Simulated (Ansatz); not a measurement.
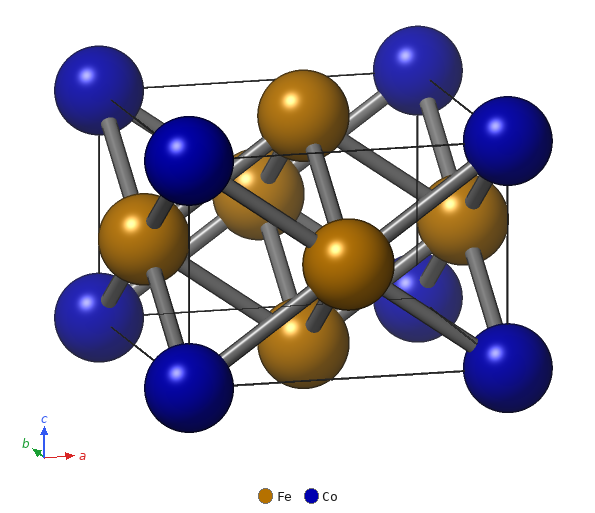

Crystal structure, ball-and-stick style, seen slightly off an axis. The edges of the conventional unit cell are marked. Cell: a = 4.03 Å, b = 4.03 Å, c = 2.84 Å, α = 90.00°, β = 90.00°, γ = 90.00°.

Its origin is a structure listed in the Materials Project. Earlier steps of the study may have refined or changed the cell and positions. Ansatz was used for an electronic-structure calculation on it.

> Describe the crystal.

This is Fe3Co. It belongs to space group P4/mmm (No. 123) and has a primitive tetragonal lattice. In the cell are 3 Fe, 1 Co, which makes 1 formula unit. The Co atoms are each bonded to eight Fe in a cubic arrangement at about 2.5 Å. Fe takes two kinds of site: 1c with eight Fe in a cubic arrangement at about 2.5 Å; 2e with four Fe and four Co in a cubic arrangement (about 2.5 Å to Fe, 2.5 Å to Co). Not all metal-metal contacts are counted. The bonds build a three-dimensional framework.

Calculation details: DFT PBEsol, scalar-relativistic, plane waves, PAW in Ansatz; E_cut = 420 eV, a 10×10×14 k-point grid, Gaussian smearing of 0.1 eV, collinear spins.

> Which atoms carry magnetic moments in this run, and how do they order?

The state reached is ferromagnetic. Sizes: Fe 2.4 to 2.6 μB and Co 1.8 μB; net moment 9.3 μB in the run's cell of 4 atoms.

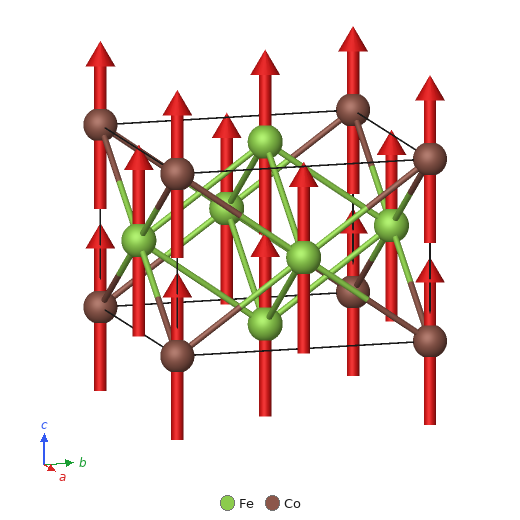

Site moments above 0.25 μB as arrows, small induced ones on non-metal atoms left out (red along the largest or up, blue against, purple across). The run's cell of 4 atoms is drawn.

> What is the electronic character?

A metal: bands cross the Fermi level.

> What are the atomic charges by Bader's partition?

Fe -0.01 to +0.10 e; Co -0.20 e.

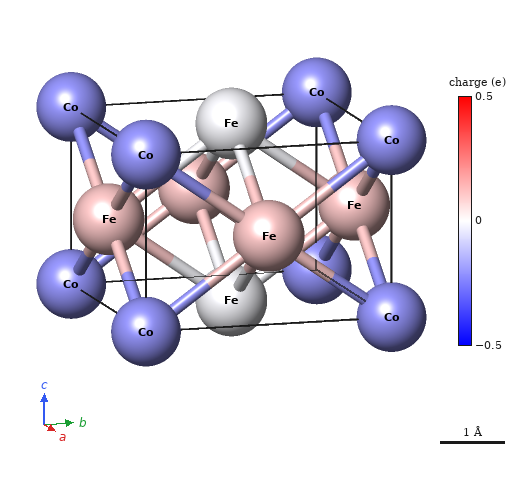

The atoms coloured by those charges. The run's cell of 4 atoms is drawn.

> Are forces and stress small enough to call this relaxed?

No. All forces vanish to within 0.01 eV/Å. The pressure is -9.2 GPa, so the cell would contract.
